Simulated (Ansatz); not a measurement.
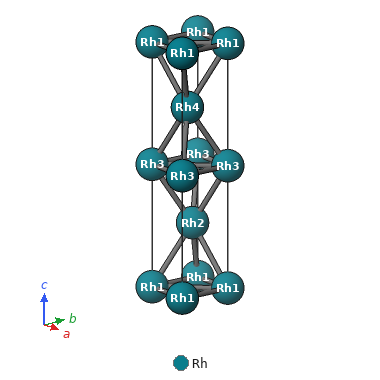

Three computed energy maps of cells of Rh. The picture above is the structure of the first map.

Map 1

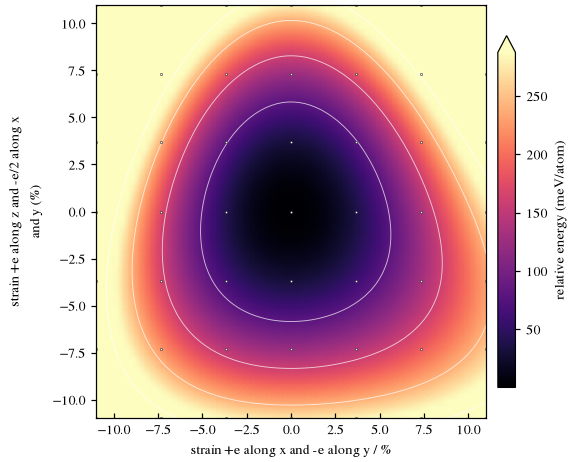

Rh (P6_3/mmc, No. 194; 4 atoms in the cell). The energy is mapped over two homogeneous strains (x along [1 0 0], y along [1 2 0], z along [0 0 1] of the conventional cell). The first coordinate is: strain +e along x and -e along y; the second: strain +e along z and -e/2 along x and y. Nothing is relaxed (fractional coordinates fixed). Grid: 7 × 7 points. Points are written as (first, second). Energies: meV/atom, counted from the lowest grid point. Level of theory: DFT PBEsol, scalar-relativistic, plane waves, PAW (Ansatz 0.2.0). Settings: cutoff 420 eV, k-mesh 18×18×6 in the order of the run's cell vectors, gaussian smearing 0.15 eV, no spin polarisation.

The picture shows a smooth colour map with a few white contour lines, dots at the grid points, one colour for all values above the top of the scale. Between grid points the surface is interpolated.

Map 2

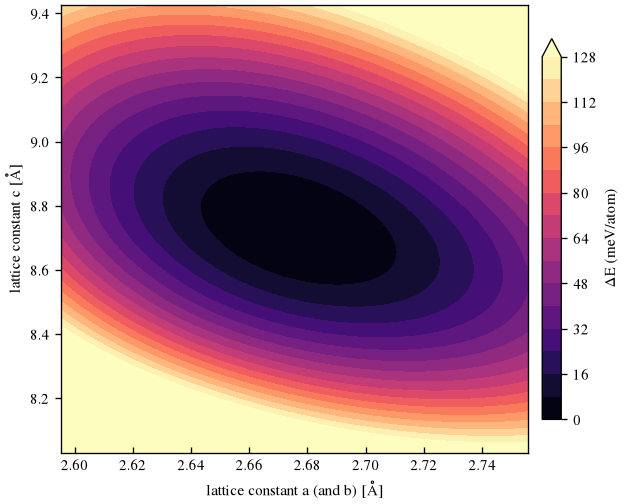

Rh (P6_3/mmc, No. 194; 4 atoms in the cell). 
- The energy is mapped over the lattice constants a and c of the conventional cell.
- Coordinates scanned: (1) lattice constant a (and b); (2) lattice constant c.
- Nothing is relaxed (symmetry fixes all fractional coordinates).
- Grid: 7 × 7 points.
- Points are written as (first, second).
- Energies: meV/atom, counted from the lowest grid point.
- Method: DFT PBEsol, scalar-relativistic, plane waves, PAW (Ansatz 0.2.0). Settings: cutoff 420 eV, k-mesh 18×18×6 in the order of the run's cell vectors, gaussian smearing 0.15 eV, no spin polarisation.

Drawn: filled contours, one colour for all values above the top of the scale. Between grid points the surface is interpolated.

Map 3

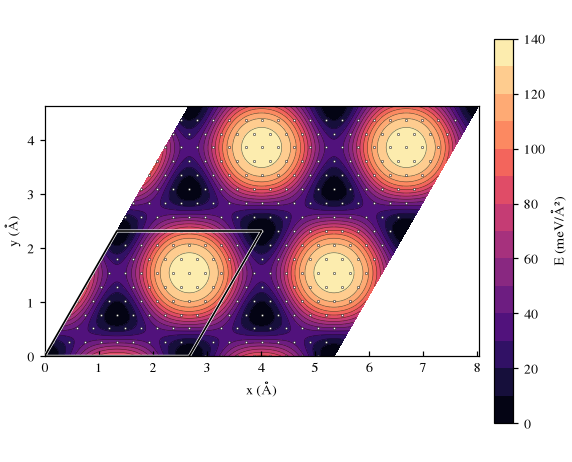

Rh (P6_3/mmc, No. 194; 8 atoms in the cell). 
- Gamma surface: rigid slide across a plane, one fault a cell; the plane is (0 0 1) of the conventional cell.
- Places are given modulo a cell vector. The map is drawn in real space over the plane of the slide.
- Nothing is relaxed (rigid halves, spacing across the cut fixed).
- Grid: 9 × 9 points; 19 points were computed and 62 follow by symmetry.
- All energies are given in meV/Å² relative to the lowest grid point.
- These are results of DFT PBEsol, scalar-relativistic, plane waves, PAW (Ansatz 0.2.0), not measurements. Settings: cutoff 420 eV, k-mesh 16×16×3 in the order of the run's cell vectors, gaussian smearing 0.15 eV, no spin polarisation.

In the figure: filled contours, dots at the grid points, the outline of one cell of the 2 × 2 shown. Between grid points the surface is interpolated.

Question: Summarise the maps one by one.

Answer: Map 1: The lowest grid point is at (0.0 %, 0.0 %). No other kind of well shows on this grid. The highest grid point, (−11.0 %, 11.0 %), lies 935 meV/atom above the lowest. Round the minimum the two coordinates are nearly uncoupled.
Map 2: The lowest grid point is at (2.676 Å, 8.728 Å). No other kind of well shows on this grid. The highest grid point, (2.595 Å, 8.029 Å), lies 345 meV/atom above the lowest. Round the minimum the valley is somewhat tilted: raising lattice constant a (and b) shifts the best value of lattice constant c downwards (coupling k₁₂/√(k₁₁k₂₂) about 0.4).
Map 3: The lowest grid point is at (0/9, 0/9) of the cell vectors. A higher local minimum lies near (3/9, 3/9) of the cell vectors (1.6 meV/Å² above the lowest at that grid point). These are metastable stacking faults of the rigid slide. The highest grid point, (6/9, 6/9) of the cell vectors, lies 137 meV/Å² above the lowest. On the interpolated surface the easiest way out of the lowest well to the well at (3/9, 3/9) of the cell vectors passes a barrier of about 33 meV/Å².

Question: Maps 1, 2, 3 start from a relaxed reference structure. Do they show a way to lower its energy?

Answer: No. In each of them the reference is the lowest point, within the accuracy of the grid, so it is stable against the distortions scanned (other distortions weren't tried).

PAW datasets: the set soft_1.
